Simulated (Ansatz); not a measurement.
**SiC: a changed input and its effect**

System: SiC (F-43m, 2 atoms in the cell).
Method of run 1: DFT, HSE06, plane waves, PAW, no spin polarisation (Ansatz 0.2.0).

The structure derives from an entry of the Crystallography Open Database. The geometry comes from this level: r2SCAN. Text and figures count atoms from 1; the logs count them from 0 in places.

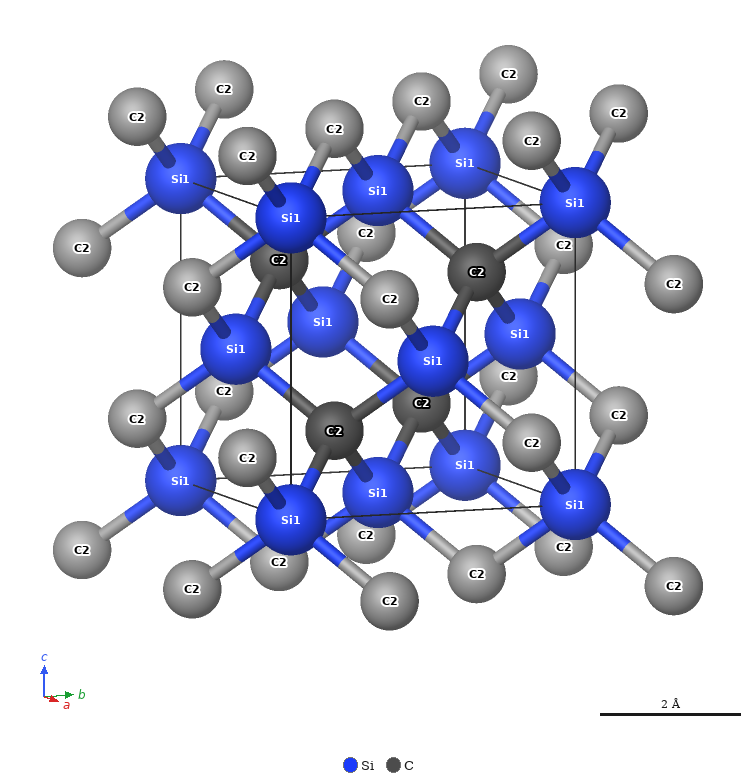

**Figure 1.** The structure (ball-and-stick view of the cell 4 times as large as that of the calculation, set on its symmetry axes, seen slightly off an axis; neighbours outside the cell are drawn fainter; atoms are numbered from 1 in the order of the input). Near neighbours in the crystal (not all of them lie inside the picture): Si has 4 C at 1.89 Å; C has 4 Si at 1.89 Å.

Input file, run 1:
```yaml
crystal:
  lattice:
    - [0.0, 2.1780503294, 2.1780503294]
    - [2.1780503294, 0.0, 2.1780503294]
    - [2.1780503294, 2.1780503294, 0.0]
  atoms:
    - { symbol: Si, position: [0.0, 0.0, 0.0] }
    - { symbol: C, position: [0.25, 0.25, 0.25] }
kpoints:
  mp_grid: { grid: [8, 8, 8] }
  band_path:
    path:
      - [0.0, 0.0, 0.0]
      - [-0.5, -0.5, 0.0]
      - [-0.375, -0.375, 0.25]
      - [-0.375, 0.0, 0.375]
      - [0.0, 0.0, 0.5]
      - [-0.5, -0.25, 0.25]
    npoints: 1
hamiltonian:
  xc: hse06
scf:
  occupations: { method: fixed }
  n_extra_bands: 4
output:
  forces: true
  stress: true
  eigenvalues: true
  write_density: true
  write_potential: true
  elf: true
  volumetric_format: npy
```

Command:
```bash
ansatz run input.yaml --threads 1 --pin off --max-ram 2304MiB --backend cpu --events-out ev --progress --plain --runs-dir out
```

Hardware: 1 thread of Arm Neoverse V2, 24 GiB of memory available, shared host.

Output, shortened to warnings, some set-up lines, iterations and results (run 1):
```
Warning: output.stress: scf.convergence.dr2_threshold = 1e-7 eV (the SCF's general default) is looser than the 2e-10 eV advised for a printed stress (1e-10 eV for each atom of the cell: 2). What an SCF threshold leaves in a stress goes as its square root, and in the free energy as the threshold itself, and one threshold admits the most on a small cell: of the crystals measured, under no hybrid …
Warning: output.stress: scf.exx.energy_threshold = 1e-6 eV is looser than the 2e-8 eV advised for a stress under a hybrid functional (1e-8 eV for each atom of the cell: 2). Every SCF of the exchange loop can meet its threshold on dr2 while the loop round them stops early: no threshold on dr2 bounds what that leaves in the stress. Set scf.exx.energy_threshold to 2e-8 eV or tighter. The threshold …
Basis set: ecut = 420 eV, 411 PW (Γ), exchange–correlation on 48×48×48 points (8 copies of the dense FFT grid, shifted against one another)
Symmetry: 24 space group operations
k-points: 29 of 512 (time reversal used)
Initial density: superposition of atomic densities (neutral atoms: chi_scale 0, normalization atom), corrected by the library's trained network
[...]
SCF iter   1: F=—  HF=-887.151216 eV  |F-HF|=—  |Δ(HF+E_count)|=         —  Δρ=1.84e-3  dr2=6.42e-4  ethr=1.77e-3  ⟨swp⟩=6.1  Hψ=1211  notcnv=0
SCF iter   2: F=-887.151240 eV  HF=-887.151206 eV  |F-HF|=3.43e-5  |Δ(HF+E_count)|=   9.77e-6  Δρ=6.45e-4  dr2=3.78e-5  ethr=4.65e-7  ⟨swp⟩=2.1  Hψ=1331  notcnv=0
SCF 1 stopped early in 2 iterations: F = -887.151240 eV  dr2 = 3.78e-5
SCF iter   1: F=—  HF=-887.790749 eV  |F-HF|=—  |Δ(HF+E_count)|=         —  Δρ=5.47e-3  dr2=3.98e-3  ethr=4.72e-6  ⟨swp⟩=6.0  Hψ=1216  notcnv=0
SCF iter   2: F=—  HF=-887.789176 eV  |F-HF|=—  |Δ(HF+E_count)|=   1.57e-3  Δρ=2.57e-3  dr2=8.67e-4  ethr=4.72e-6  ⟨swp⟩=3.0  Hψ=806  notcnv=0
SCF iter   3: F=—  HF=-887.791102 eV  |F-HF|=—  |Δ(HF+E_count)|=   1.93e-3  Δρ=7.42e-4  dr2=1.27e-4  ethr=4.72e-6  ⟨swp⟩=3.0  Hψ=652  notcnv=0
SCF iter   4: F=—  HF=-887.791064 eV  |F-HF|=—  |Δ(HF+E_count)|=   3.83e-5  Δρ=2.14e-4  dr2=1.19e-5  ethr=1.47e-6  ⟨swp⟩=2.9  Hψ=629  notcnv=0
SCF iter   5: F=-887.791080 eV  HF=-887.791080 eV  |F-HF|=5.91e-7  |Δ(HF+E_count)|=   1.60e-5  Δρ=9.44e-5  dr2=1.50e-6  ethr=1.20e-7  ⟨swp⟩=3.0  Hψ=645  notcnv=0
SCF 2 stopped early in 5 iterations: F = -887.791080 eV  dr2 = 1.50e-6
SCF iter   1: F=—  HF=-887.791070 eV  |F-HF|=—  |Δ(HF+E_count)|=         —  Δρ=3.40e-5  dr2=2.09e-7  ethr=3.26e-7  ⟨swp⟩=2.0  Hψ=581  notcnv=0
SCF iter   2: F=-887.791070 eV  HF=-887.791070 eV  |F-HF|=1.70e-10  |Δ(HF+E_count)|=   4.91e-8  Δρ=8.25e-6  dr2=1.05e-8  ethr=2.56e-9  ⟨swp⟩=3.7  Hψ=720  notcnv=0
SCF 3 converged in 2 iterations: F = -887.791070 eV  dr2 = 1.05e-8
  Residual-converged pass: ⟨swp⟩=3.0  Hψ=578  notcnv=0  max |occ|·‖R‖ = 2.4e-6 eV (tolerance 2.4e-6 eV)  dr2=1.05e-8  dr2_onsite=2.97e-10  max |Δocc| = 0.0e0
hybrid outer 2: dexx = +3.115e-8 eV, tail = 2.22e-8 eV, Δε = 1.29e-3 eV (about 1.28e-4 eV left of the loop's levels)
NSCF: frozen V_eff on 6 k-points
hybrid SCF converged: 2 outer / 7 inner (+2 warm-up), last move |dexx| = 3.12e-8 eV, tail = 2.22e-8 eV
Stability not checked: this state was not tested for a lower state beside it, because the functional holds exact exchange (a hybrid, or Hartree-Fock), whose exchange loop this test does not read (fock_operator; see scf.lower_state_search)
Free energy (F): -887.791070 eV
Frozen-core exchange: fock
Harris-Foulkes:  -887.791070 eV  (|F-HF|=1.70e-10)
Internal energy: -887.791070 eV  (E = F + TS)
E sigma→0 (E₀):  -887.791070 eV
Fermi energy:    8.888336 eV
--- Per-component energies (eV) ---
  E_band       = 19.230204
  E_kinetic    = 135.764580
  E_local      = -103.209242  (includes V_loc(G=0)·N_el)
  E_nonlocal   = 50.583185
  E_hartree    = 32.120430
  E_xc         = -85.737186
  E_vxc        = -88.371699  (∫ρ·V_xc dr)
  E_exx        = -15.205213  (= α·E_x^exact, valence–valence)
  E_paw        = -617.123352  (= ΣΔE_a)
  E_vpaw       = -9.366375  (= ΣTr[D̂ρ^β])
  E_aug_tail   = 0.000014  (compensation charges beyond the density's cutoff)
  E_ewald      = -284.907951
  E_core_change = -0.076335  (= ΣΔE_core)
  E_smearing   = -0.000000  (= −TS)
  E_closure    = 0.000000  (closes the sum)
  Σ components = -887.791070   (vs F -887.791070, Δ=-1.14e-13)
--- Forces (eV/Å), atoms counted from 1 ---
  atom   1  Si     0.00000000    -0.00000000     0.00000000
  atom   2  C     -0.00000000     0.00000000     0.00000000
  max |Σ_I F_I| component: 1.11e-16 eV/Å
--- Stress (GPa, compression-positive) ---
       -1.124217       0.000000       0.000000
       -0.000000      -1.124217       0.000000
       -0.000000       0.000000      -1.124217
  P = ⅓ Tr σ = -1.1242 GPa (-11.242 kbar)
```

The input of run 2 differs as follows (lines with − go, lines with + come):
```diff
-  mp_grid: { grid: [8, 8, 8] }
+  mp_grid: { grid: [10, 10, 10] }
-  xc: hse06
+  xc: r2scan
```

What does this change do to the results?

The total energies belong to different methods, so their difference says nothing on which is more stable or more accurate. The gap on the mesh goes from 2.23 to 1.71 eV. The pressure goes from −1.12 to 0.04 GPa. The functional changes from HSE06 to r2SCAN. The SCF takes 7 iterations against 9. The default cutoff goes from 420 to 500 eV with the change. The irreducible k-points go from 29 to 47. The plane waves at Γ go from 411 to 531. On the same kind of shared host run 2 took about 0.075 times as long.

Output, shortened to warnings, some set-up lines, iterations and results (run 2):
```
Basis set: ecut = 500 eV, 531 PW (Γ), exchange–correlation on 96×96×96 points (64 copies of the dense FFT grid, shifted against one another)
Symmetry: 24 space group operations
k-points: 47 of 1000 (time reversal used)
Initial density: superposition of atomic densities (neutral atoms: chi_scale 0, normalization atom), corrected by the library's trained network
[...]
SCF iter   1: F=—  HF=-891.289569 eV  |F-HF|=—  |Δ(HF+E_count)|=         —  Δρ=5.87e-3  dr2=4.79e-3  dr2_τ=1.95e-1  ethr=1.77e-3  ⟨swp⟩=5.0  Hψ=2672  notcnv=0  defer=80
SCF iter   2: F=—  HF=-891.333925 eV  |F-HF|=—  |Δ(HF+E_count)|=   4.44e-2  Δρ=3.99e-3  dr2=1.78e-3  dr2_τ=3.48e-5  ethr=5.99e-5  ⟨swp⟩=2.1  Hψ=1045  notcnv=0  defer=86
SCF iter   3: F=—  HF=-891.333885 eV  |F-HF|=—  |Δ(HF+E_count)|=   4.02e-5  Δρ=1.06e-3  dr2=1.90e-4  dr2_τ=5.33e-6  ethr=2.22e-5  ⟨swp⟩=2.6  Hψ=647  notcnv=0  defer=87
SCF iter   4: F=—  HF=-891.333911 eV  |F-HF|=—  |Δ(HF+E_count)|=   2.60e-5  Δρ=1.06e-4  dr2=1.82e-6  dr2_τ=4.50e-7  ethr=2.38e-6  ⟨swp⟩=2.4  Hψ=645  notcnv=0  defer=87
SCF iter   5: F=—  HF=-891.333911 eV  |F-HF|=—  |Δ(HF+E_count)|=   5.13e-7  Δρ=5.60e-5  dr2=5.58e-7  dr2_τ=2.46e-8  ethr=2.27e-8  ⟨swp⟩=2.0  Hψ=549  notcnv=0
SCF iter   6: F=—  HF=-891.333911 eV  |F-HF|=—  |Δ(HF+E_count)|=   5.07e-8  Δρ=2.56e-5  dr2=1.14e-7  dr2_τ=8.03e-10  ethr=6.97e-9  ⟨swp⟩=2.0  Hψ=526  notcnv=0
SCF iter   7: F=-891.333911 eV  HF=-891.333911 eV  |F-HF|=1.05e-9  |Δ(HF+E_count)|=   3.72e-9  Δρ=5.40e-6  dr2=5.16e-9  dr2_τ=3.82e-11  ethr=1.25e-9  ⟨swp⟩=9.2  Hψ=2435  …
SCF 1 converged in 7 iterations: F = -891.333911 eV  dr2 = 5.16e-9
NSCF: frozen V_eff on 6 k-points
SCF converged after 7 iterations
Free energy (F): -891.333911 eV
Harris-Foulkes:  -891.333911 eV  (|F-HF|=1.05e-9)
Internal energy: -891.333911 eV  (E = F + TS)
E sigma→0 (E₀):  -891.333911 eV
Fermi energy:    9.377713 eV
--- Per-component energies (eV) ---
  E_band       = 25.572430
  E_kinetic    = 136.045621
  E_local      = -103.546446  (includes V_loc(G=0)·N_el)
  E_nonlocal   = 50.373010
  E_hartree    = 32.458020
  E_xc         = -101.360892
  E_vxc        = -118.641211  (∫ρ·V_xc dr)
  E_paw        = -620.294074  (= ΣΔE_a)
  E_vpaw       = -9.143971  (= ΣTr[D̂ρ^β])
  E_aug_tail   = 0.000008  (compensation charges beyond the density's cutoff)
  E_vtau       = 5.568889  (kinetic-family band-sum trace: ∫τ·v_τ [+ j·A + Jᵃ·Aᵃ] dr)
  E_ewald      = -284.907951
  E_core_change = -0.101207  (= ΣΔE_core)
  E_smearing   = -0.000000  (= −TS)
  E_closure    = -0.000000  (closes the sum)
  Σ components = -891.333911   (vs F -891.333911, Δ=0.00e0)
--- Forces (eV/Å), atoms counted from 1 ---
  atom   1  Si     0.00000000    -0.00000000     0.00000000
  atom   2  C     -0.00000000     0.00000000     0.00000000
  max |Σ_I F_I| component: 2.59e-16 eV/Å
--- Stress (GPa, compression-positive) ---
        0.036563      -0.000000      -0.000000
        0.000000       0.036563       0.000000
        0.000000       0.000000       0.036563
  P = ⅓ Tr σ = 0.0366 GPa (0.366 kbar)
```

The two runs side by side:

```tsv
quantity	run 1	run 2
outcome	converged	converged
free energy per atom (eV)	−443.8955	−445.6670
gap on the mesh (eV)	2.23	1.71
pressure (GPa)	−1.12	0.04
largest force (eV/Å)	0.000	0.000
SCF iterations	9	7
irreducible k-points	29	47
plane waves at Γ	411	531
wall time (shared host)	34 s	2.6 s
```

For run 1: Warnings: the exchange loop's threshold is looser than advised for the stress; the SCF threshold is looser than advised for the printed stress.
